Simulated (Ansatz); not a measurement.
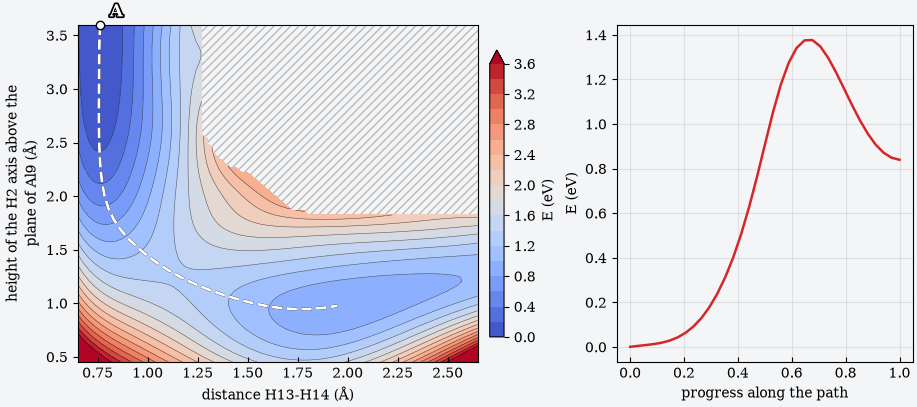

H₂ on an Al(111) slab cut from the Fm-3m phase, its upper half relaxed before the scan (12 atoms of substrate and one adsorbate in a 2 × 2 cell). 
- H2 lies flat over one site of a rigid substrate while its bond length and height are varied; it sits over a bridge site, heights counted from the top plane, its axis along a direction equivalent to the long diagonal of the hexagonal surface cell.
- First axis: distance H13-H14. Second axis: height of the H2 axis above the plane of Al9.
- The grid has 8 × 9 points. At 15 points there is no value (left out: too close to the surface, or the stretched molecule far from it).
- Points are written as (first, second).
- Energies: eV, counted from the lowest grid point.
- Level of theory: Ansatz, DFT PBE, scalar-relativistic, plane waves, PAW. Settings: cutoff 420 eV, k-mesh 6×6×1, gaussian smearing 0.1 eV, no spin polarisation.

The picture shows filled contours, a line along the lowest path, one colour for all values above the top of the scale, hatched blanks where no value was computed, the energy along the path at the right, the start A. Between grid points the surface is interpolated.

**Describe the path and its barrier.**

The easiest path runs from the intact molecule far from the surface, (0.750 Å, 3.60 Å), to the well of the stretched molecule, about (1.95 Å, 0.98 Å). Its highest point, at about (1.18 Å, 1.23 Å), lies about 1.4 eV above the start and 0.54 eV above the end on the interpolated surface. An end on the edge of the scan is no minimum, so the barrier from there is a lower bound.
